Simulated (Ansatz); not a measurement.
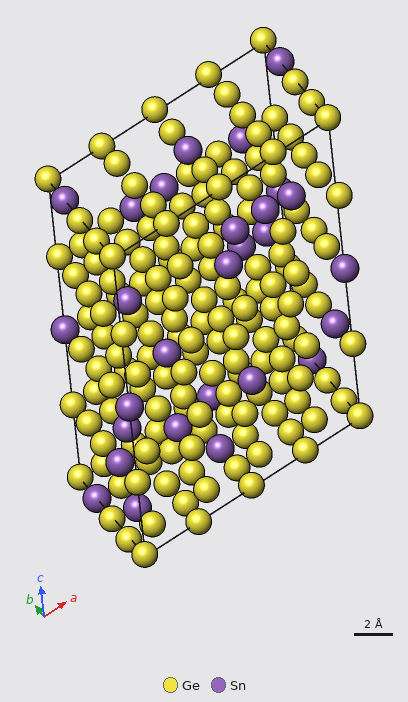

*The input geometry (spheres-only view of the cell of the calculation, seen slightly off an axis).*

# Single-point calculation, with input and output: Ge109Sn19 (part 1 of 2)

The run: single-point calculation of Ge109Sn19 (128 atoms in the cell). Method and program: DFT, PBE, PAW, plane waves (Ansatz 0.2.0).

The structure was built on a prototype by a generator.

## The input
```yaml
crystal:
  lattice:
    - [0.000000, 11.610144, 11.610144]
    - [11.610144, 0.000000, 11.610144]
    - [11.610144, 11.610144, 0.000000]
  atoms:
    - { symbol: Ge, position: [0.997917, 0.998106, 0.008135] }
    - { symbol: Ge, position: [0.495461, 0.004254, 0.007584] }
    - { symbol: Ge, position: [0.997424, 0.508908, 0.995516] }
    - { symbol: Ge, position: [0.495965, 0.997125, 0.506811] }
    - { symbol: Ge, position: [0.748034, 0.249873, 0.250018] }
    - { symbol: Ge, position: [0.007629, 0.498320, 0.496528] }
    - { symbol: Ge, position: [0.250158, 0.749439, 0.251076] }
    - { symbol: Ge, position: [0.248291, 0.252804, 0.751944] }
    - { symbol: Ge, position: [0.498407, 0.500340, 0.499560] }
    - { symbol: Ge, position: [0.746310, 0.750119, 0.252853] }
    - { symbol: Ge, position: [0.251118, 0.745458, 0.743962] }
    - { symbol: Ge, position: [0.749301, 0.743750, 0.749028] }
    - { symbol: Ge, position: [0.061367, 0.061887, 0.064103] }
    - { symbol: Ge, position: [0.558823, 0.064415, 0.066061] }
    - { symbol: Ge, position: [0.064540, 0.557877, 0.063516] }
    - { symbol: Ge, position: [0.067862, 0.064843, 0.562629] }
    - { symbol: Ge, position: [0.319806, 0.321871, 0.305721] }
    - { symbol: Ge, position: [0.565924, 0.562672, 0.067292] }
    - { symbol: Ge, position: [0.564633, 0.065353, 0.553362] }
    - { symbol: Ge, position: [0.799350, 0.315672, 0.316276] }
    - { symbol: Ge, position: [0.063886, 0.561312, 0.563087] }
    - { symbol: Ge, position: [0.311877, 0.809845, 0.314672] }
    - { symbol: Ge, position: [0.312820, 0.314664, 0.809829] }
    - { symbol: Ge, position: [0.560197, 0.561833, 0.561918] }
    - { symbol: Ge, position: [0.817304, 0.816392, 0.301425] }
    - { symbol: Ge, position: [0.812617, 0.316329, 0.821316] }
    - { symbol: Ge, position: [0.000686, 0.997285, 0.249003] }
    - { symbol: Ge, position: [0.260476, 0.248164, 0.993174] }
    - { symbol: Ge, position: [0.497962, 0.992913, 0.249365] }
    - { symbol: Ge, position: [0.750465, 0.247089, 0.004217] }
    - { symbol: Ge, position: [0.994938, 0.511052, 0.248277] }
    - { symbol: Ge, position: [0.244528, 0.749650, 0.009816] }
    - { symbol: Ge, position: [0.009918, 0.991392, 0.743495] }
    - { symbol: Ge, position: [0.499909, 0.500925, 0.252191] }
    - { symbol: Ge, position: [0.753885, 0.745658, 0.005964] }
    - { symbol: Ge, position: [0.743958, 0.252746, 0.499740] }
    - { symbol: Ge, position: [0.000296, 0.500135, 0.750502] }
    - { symbol: Ge, position: [0.252202, 0.746871, 0.498993] }
    - { symbol: Ge, position: [0.497250, 0.502673, 0.748587] }
    - { symbol: Ge, position: [0.069324, 0.051384, 0.308185] }
    - { symbol: Ge, position: [0.318275, 0.315349, 0.052498] }
    - { symbol: Ge, position: [0.810746, 0.313098, 0.063720] }
    - { symbol: Ge, position: [0.063121, 0.564712, 0.312197] }
    - { symbol: Ge, position: [0.311783, 0.811995, 0.064374] }
    - { symbol: Ge, position: [0.315379, 0.316053, 0.566745] }
    - { symbol: Ge, position: [0.561389, 0.561705, 0.315578] }
    - { symbol: Ge, position: [0.804696, 0.813195, 0.070376] }
    - { symbol: Ge, position: [0.811018, 0.314518, 0.554669] }
    - { symbol: Ge, position: [0.064577, 0.562435, 0.811148] }
    - { symbol: Ge, position: [0.313053, 0.809405, 0.560578] }
    - { symbol: Ge, position: [0.565389, 0.562183, 0.805493] }
    - { symbol: Ge, position: [0.816310, 0.816099, 0.564930] }
    - { symbol: Ge, position: [0.996144, 0.246671, 0.995276] }
    - { symbol: Ge, position: [0.252456, 0.995500, 0.248608] }
    - { symbol: Ge, position: [0.500799, 0.250164, 0.999108] }
    - { symbol: Ge, position: [0.757331, 0.000038, 0.246349] }
    - { symbol: Ge, position: [0.994294, 0.249082, 0.512585] }
    - { symbol: Ge, position: [0.247727, 0.504315, 0.249427] }
    - { symbol: Ge, position: [0.497255, 0.745522, 0.998546] }
    - { symbol: Ge, position: [0.252380, 0.004841, 0.747254] }
    - { symbol: Ge, position: [0.501074, 0.251956, 0.498183] }
    - { symbol: Ge, position: [0.747626, 0.501022, 0.250223] }
    - { symbol: Ge, position: [0.751119, 0.002824, 0.740039] }
    - { symbol: Ge, position: [0.002179, 0.747898, 0.499858] }
    - { symbol: Ge, position: [0.249806, 0.498958, 0.749942] }
    - { symbol: Ge, position: [0.498437, 0.748962, 0.501077] }
    - { symbol: Ge, position: [0.748159, 0.496949, 0.759834] }
    - { symbol: Ge, position: [0.315410, 0.050297, 0.316485] }
    - { symbol: Ge, position: [0.565922, 0.306251, 0.062853] }
    - { symbol: Ge, position: [0.815127, 0.062431, 0.311927] }
    - { symbol: Ge, position: [0.062900, 0.815299, 0.070044] }
    - { symbol: Ge, position: [0.055599, 0.316524, 0.566399] }
    - { symbol: Ge, position: [0.312585, 0.563304, 0.312898] }
    - { symbol: Ge, position: [0.303975, 0.067375, 0.815370] }
    - { symbol: Ge, position: [0.560634, 0.316481, 0.561282] }
    - { symbol: Ge, position: [0.809721, 0.566150, 0.310059] }
    - { symbol: Ge, position: [0.069377, 0.801500, 0.563128] }
    - { symbol: Ge, position: [0.311755, 0.562579, 0.811211] }
    - { symbol: Ge, position: [0.554652, 0.814791, 0.564885] }
    - { symbol: Ge, position: [0.813830, 0.560789, 0.813917] }
    - { symbol: Ge, position: [0.247975, 0.000164, 0.001367] }
    - { symbol: Ge, position: [0.744185, 0.996940, 0.011569] }
    - { symbol: Ge, position: [0.249752, 0.500452, 0.997752] }
    - { symbol: Ge, position: [0.252935, 0.995156, 0.501834] }
    - { symbol: Ge, position: [0.501842, 0.257502, 0.246601] }
    - { symbol: Ge, position: [0.751947, 0.500886, 0.000710] }
    - { symbol: Ge, position: [0.750161, 0.001531, 0.497381] }
    - { symbol: Ge, position: [0.001265, 0.749156, 0.252516] }
    - { symbol: Ge, position: [0.995209, 0.261386, 0.749216] }
    - { symbol: Ge, position: [0.250578, 0.501545, 0.500417] }
    - { symbol: Ge, position: [0.495900, 0.744732, 0.261092] }
    - { symbol: Ge, position: [0.495106, 0.263643, 0.744590] }
    - { symbol: Ge, position: [0.745965, 0.497775, 0.493746] }
    - { symbol: Ge, position: [0.009941, 0.743735, 0.744559] }
    - { symbol: Ge, position: [0.506409, 0.743841, 0.746691] }
    - { symbol: Ge, position: [0.312604, 0.062917, 0.062835] }
    - { symbol: Ge, position: [0.813719, 0.062128, 0.064106] }
    - { symbol: Ge, position: [0.302258, 0.565957, 0.066469] }
    - { symbol: Ge, position: [0.314723, 0.056418, 0.564672] }
    - { symbol: Ge, position: [0.563104, 0.315168, 0.311491] }
    - { symbol: Ge, position: [0.813242, 0.561800, 0.064550] }
    - { symbol: Ge, position: [0.805190, 0.069218, 0.557960] }
    - { symbol: Ge, position: [0.062770, 0.811748, 0.313306] }
    - { symbol: Ge, position: [0.062326, 0.314693, 0.811149] }
    - { symbol: Ge, position: [0.313282, 0.562059, 0.562769] }
    - { symbol: Ge, position: [0.561783, 0.809390, 0.315950] }
    - { symbol: Ge, position: [0.553156, 0.319662, 0.814721] }
    - { symbol: Ge, position: [0.069446, 0.809564, 0.802456] }
    - { symbol: Ge, position: [0.565290, 0.800261, 0.813552] }
    - { symbol: Sn, position: [0.001134, 0.996514, 0.501253] }
    - { symbol: Sn, position: [0.262028, 0.245346, 0.246235] }
    - { symbol: Sn, position: [0.498178, 0.501129, 0.000237] }
    - { symbol: Sn, position: [0.746928, 0.259631, 0.748446] }
    - { symbol: Sn, position: [0.312113, 0.810101, 0.814746] }
    - { symbol: Sn, position: [0.815687, 0.809128, 0.810797] }
    - { symbol: Sn, position: [0.250930, 0.250765, 0.500307] }
    - { symbol: Sn, position: [0.497789, 0.995744, 0.747905] }
    - { symbol: Sn, position: [0.748271, 0.759282, 0.494980] }
    - { symbol: Sn, position: [0.561185, 0.061467, 0.313018] }
    - { symbol: Sn, position: [0.059591, 0.065448, 0.813066] }
    - { symbol: Sn, position: [0.560017, 0.070509, 0.814784] }
    - { symbol: Sn, position: [0.000875, 0.753019, 0.998776] }
    - { symbol: Sn, position: [0.065777, 0.315566, 0.050939] }
    - { symbol: Sn, position: [0.559942, 0.810406, 0.066435] }
    - { symbol: Sn, position: [0.816501, 0.053982, 0.815530] }
    - { symbol: Sn, position: [0.993082, 0.244422, 0.254746] }
    - { symbol: Sn, position: [0.058480, 0.317968, 0.320477] }
    - { symbol: Sn, position: [0.814073, 0.554134, 0.565170] }
kpoints:
  mp_grid: { grid: [1, 1, 1] }
hamiltonian:
  xc: pbe
scf:
  occupations: { method: fermi_dirac, width: 0.01 }
output:
  forces: true
  eigenvalues: true
  populations: true
  eigenstates: { kpoints: [[0, 0, 0]], e_range: [-6.0, 6.0], localisation: true }
```

## What the program printed
```
Pseudopotentials: kind: paw
Functional definition: PBE
  parameter kappa = 0.804
  parameter beta = 0.06672455060314922
  exchange = pbe_x(kappa = kappa, mu = beta*pi^2/3)
  correlation = pbe_c(beta = beta)
Crystal: 128 atoms, lattice volume = 3129.989 Å³
Basis set: ecut = 420 eV, 61239 PW (Γ), exchange–correlation on 240×240×240 points (8 copies of the dense FFT grid, shifted against one another)
Bands: 1076, of which v1, the nominal top of the filled ones, is band 896 counted from 1 (895 counted from 0)
Symmetry: 1 space group operations
Space group: P1 (ITA 1), of the structure as read, at distance tolerance 1.5e-4 Å
k-points: 1
Non-local potential: Ge, projectors of the file, l = 0: 2, l = 1: 2, l = 2: 3, l = 3: 1
Non-local potential: Sn, projectors of the file, l = 0: 2, l = 1: 2, l = 2: 2, l = 3: 2
PAW form: soft (Blöchl's): semilocal exchange-correlation on the pseudo side does not see the compensation charge
PAW one-centre angular grid: Ge, 590 points (default); XC on 64 Gauss nodes
PAW one-centre angular grid: Sn, 590 points (default); XC on 64 Gauss nodes
Initial density: superposition of atomic densities (neutral atoms: chi_scale 0, normalization atom), corrected by the library's trained network
Initial wavefunctions: pseudopotential atomic-orbital guess
Functional: x = pbe(κ = 0.804, μ = 0.2195149727645171), c = pbe(β = 0.06672455060314922)
SCF iter   1: F=—  HF=-582592.926942 eV  |F-HF|=—  |Δ(HF+E_count)|=         —  Δρ=1.75e-3  dr2=2.04e-1  ethr=1.77e-3  ⟨swp⟩=6.0  Hψ=3875  notcnv=0  defer=2
preconditioner: auto → LDOS  [metal: Δε(μ)=0.014 eV  Ē_g=21.946 eV  σ=0.010 eV  W_gap=0.32  n_scr=868 (ndim 8)  ℏωp=28.1 eV  f_vac=0.076  D(μ)=121.30/eV (n_scr^D=940)  β→1.0]
SCF iter   2: F=—  HF=-582592.872333 eV  |F-HF|=—  |Δ(HF+E_count)|=   5.46e-2  Δρ=1.48e-3  dr2=6.64e-2  ethr=1.14e-5  ⟨swp⟩=3.0  Hψ=2156  notcnv=0  defer=167
SCF iter   3: F=—  HF=-582592.842851 eV  |F-HF|=—  |Δ(HF+E_count)|=   2.95e-2  Δρ=4.22e-4  dr2=2.50e-2  ethr=3.70e-6  ⟨swp⟩=2.0  Hψ=1818  notcnv=0  defer=167
SCF iter   4: F=—  HF=-582592.843514 eV  |F-HF|=—  |Δ(HF+E_count)|=   6.62e-4  Δρ=2.34e-4  dr2=8.83e-3  ethr=1.39e-6  ⟨swp⟩=3.0  Hψ=1951  notcnv=0  defer=167
SCF iter   5: F=—  HF=-582592.846988 eV  |F-HF|=—  |Δ(HF+E_count)|=   3.47e-3  Δρ=1.15e-4  dr2=1.94e-3  ethr=4.93e-7  ⟨swp⟩=2.0  Hψ=1069  notcnv=0  defer=167
SCF iter   6: F=—  HF=-582592.832900 eV  |F-HF|=—  |Δ(HF+E_count)|=   1.41e-2  Δρ=4.54e-5  dr2=3.34e-4  ethr=1.08e-7  ⟨swp⟩=2.0  Hψ=1748  notcnv=0  defer=167
SCF iter   7: F=—  HF=-582592.832839 eV  |F-HF|=—  |Δ(HF+E_count)|=   6.13e-5  Δρ=2.77e-5  dr2=7.86e-5  ethr=1.87e-8  ⟨swp⟩=2.0  Hψ=1336  notcnv=0  defer=167
SCF iter   8: F=—  HF=-582592.838037 eV  |F-HF|=—  |Δ(HF+E_count)|=   5.20e-3  Δρ=1.09e-5  dr2=1.65e-5  ethr=4.39e-9  ⟨swp⟩=2.0  Hψ=1808  notcnv=0  defer=167
SCF iter   9: F=—  HF=-582592.838037 eV  |F-HF|=—  |Δ(HF+E_count)|=   6.80e-7  Δρ=6.28e-6  dr2=4.62e-6  ethr=9.20e-10  ⟨swp⟩=2.0  Hψ=1262  notcnv=0  defer=167
SCF iter  10: F=—  HF=-582592.838036 eV  |F-HF|=—  |Δ(HF+E_count)|=   6.95e-7  Δρ=2.76e-6  dr2=1.14e-6  ethr=2.58e-10  ⟨swp⟩=2.0  Hψ=1262  notcnv=0  defer=167
SCF iter  11: F=—  HF=-582592.838036 eV  |F-HF|=—  |Δ(HF+E_count)|=   8.44e-8  Δρ=1.53e-6  dr2=3.47e-7  ethr=6.37e-11  ⟨swp⟩=2.0  Hψ=1227  notcnv=0  defer=167
SCF iter  12: F=-582592.838036 eV  HF=-582592.838036 eV  |F-HF|=7.53e-8  |Δ(HF+E_count)|=   1.22e-8  Δρ=8.65e-7  dr2=8.16e-8  ethr=5.58e-12  ⟨swp⟩=9.0  Hψ=5785  notcnv=0
SCF 1 converged in 12 iterations: F = -582592.838036 eV  dr2 = 8.16e-8
  greatest PAW one-centre occupation: 0.998 electrons in one spin orbital (limit 2), on the Ge atom at site 30 (counted from 0), in its partial waves of l = 2
```

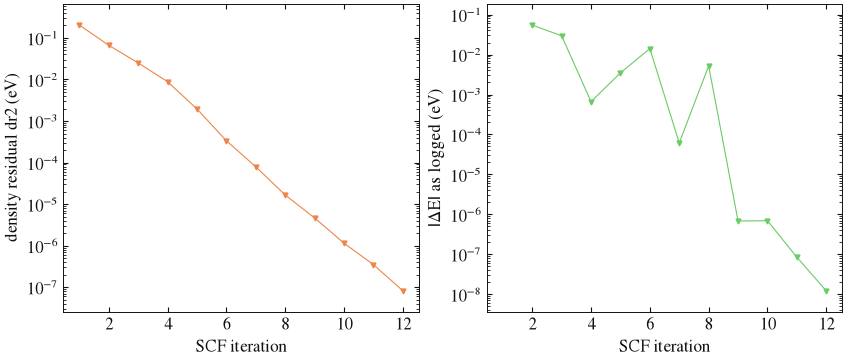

*Convergence of the self-consistent field: density residual dr2 and size of the energy change against the SCF iteration.*

The residual falls at every step.

```
NSCF: frozen V_eff on 1 k-points
SCF converged after 12 iterations
Free energy (F): -582592.838036 eV
Harris-Foulkes:  -582592.838036 eV  (|F-HF|=7.53e-8)
Internal energy: -582592.796284 eV  (E = F + TS)
E sigma→0 (E₀):  -582592.817160 eV
Entropy (-TS):   -0.041752 eV (-0.326 meV/atom)
Fermi energy:    8.409664 eV
--- Per-component energies (eV) ---
  E_band       = -18665.174454
  E_kinetic    = 15742.009203
  E_local      = -294285.188487  (includes V_loc(G=0)·N_el)
  E_nonlocal   = 45007.669759
  E_hartree    = 132327.110819
  E_xc         = -15496.249294
  E_vxc        = -8858.865863  (∫ρ·V_xc dr)
  E_paw        = -298796.221236  (= ΣΔE_a)
  E_vpaw       = -40925.048772  (= ΣTr[D̂ρ^β])
  E_aug_tail   = 0.032896  (compensation charges beyond the density's cutoff)
  E_ewald      = -167091.959942
  E_smearing   = -0.041752  (= −TS)
  E_closure    = 0.000000  (closes the sum)
  Σ components = -582592.838036   (vs F -582592.838036, Δ=0.00e0)
```
